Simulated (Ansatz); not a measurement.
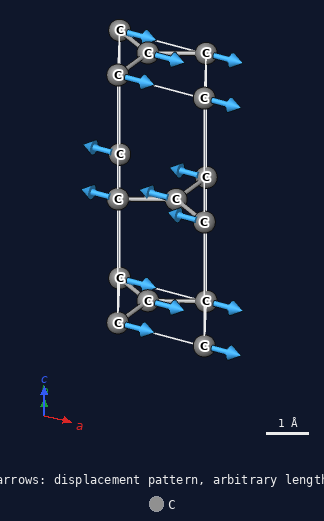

The lowest optical mode of solid C, space group P6₃/mmc (No. 194), at the zone centre. The blue arrows give the relative displacements of the atoms. A ball-and-stick model of the cell of the calculation, seen from a free direction.

These are results of Ansatz, DFT PBE+D3(BJ), scalar-relativistic, plane waves, PAW, not measurements. (plane-wave cutoff 420 eV; k-point mesh 18 × 18 × 6; occupations fermi dirac; smearing width 0.15 eV; no spin polarisation)

The frequencies depend somewhat on the k-mesh and the smearing.

Is this crystal at a minimum with respect to the drawn distortion?

Yes: this softest mode has a real frequency, and so have all others here. That speaks for this wave vector alone: the rest of the zone wasn't checked in this run. This is the E₂g mode (doubly degenerate; one member of the set is drawn) at 38 cm⁻¹, the lowest optical level, Raman-active by symmetry. All motion is along a; whole layers move rigidly against one another.
